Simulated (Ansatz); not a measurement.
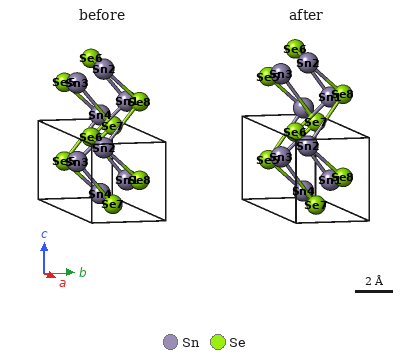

The structure of crystalline SnSe (built on the database structure type) before (left) and after (right) a relaxation, at one scale.

The picture is a ball-and-stick view of the cell of the calculation, repeated 1 × 1 × 2 with one cell outlined, seen slightly off an axis.

Theory: DFT, r2SCAN+rVV10, plane waves, PAW in Ansatz.

The input:
```yaml
crystal:
  lattice:
    - [11.5104048375, 0.0, 0.0]
    - [0.0, 4.1732909913, 0.0]
    - [0.0, 0.0, 4.3176701001]
  atoms:
    - { symbol: Sn, position: [0.6203096913, 0.75, 0.4130631959] }
    - { symbol: Sn, position: [0.8796903087, 0.25, 0.9130631959] }
    - { symbol: Sn, position: [0.3796903087, 0.25, 0.5869368041] }
    - { symbol: Sn, position: [0.1203096913, 0.75, 0.0869368041] }
    - { symbol: Se, position: [0.1427491434, 0.25, 0.5220513665] }
    - { symbol: Se, position: [0.6427491434, 0.25, 0.9779486335] }
    - { symbol: Se, position: [0.3572508566, 0.75, 0.0220513665] }
    - { symbol: Se, position: [0.8572508566, 0.75, 0.4779486335] }
kpoints:
  mp_grid: { grid: [2, 6, 6] }
hamiltonian:
  xc: r2scan
  dispersion: rvv10
scf:
  occupations: { method: fermi_dirac, width: 0.03 }
relax:
  f_tol: 0.01
  cell: {}
  max_steps: 120
output:
  write_density: true
  write_potential: true
  elf: true
  volumetric_format: npy
```

Launched with:
```bash
ansatz run input.yaml --threads 4 --pin off --max-ram 4608MiB --backend cpu --events-out ev --progress --plain --runs-dir out
```

> Summarise the run.

After 5 accepted moves (7 points after the start) the energy has fallen by 10.9 meV per atom. Largest force component: 0.11 eV/Å at the start, 0.003 eV/Å at the end. The pressure goes from 1.14 to 0.04 GPa. The line search rejected the trial step at point 3 of the run. At 1 point the geometry stayed and the basis and grid were re-selected for the new cell (energy shift of 0.1 meV per atom at most each time). The largest moves relative to the cell, 0.12 Å, are those of Sn1, Sn2, Sn3 and Sn4. Sn3 goes roughly along +c. Largest moves by element: Sn 0.12 Å, Se 0.06 Å. The volume changes by +5.1 %, with a 11.510 → 11.572 Å (+0.5 %), b 4.173 → 4.129 Å (−1.1 %), c 4.318 → 4.562 Å (+5.7 %). Near-neighbour distances that change, for instance: Sn1–Se6 3.220 → 3.446 Å, Sn1–Se6 (another image) 2.820 → 2.772 Å, Sn1–Se8 2.742 → 2.752 Å. Among the angles between lasting bonds that change: Sn1–Se6–Sn2 99.2° → 103.0°. The space group stays Pnma (No. 62). The run took 2.7 min on 4 threads of Arm Neoverse V2, on a shared host, peak memory 1.6 GiB.
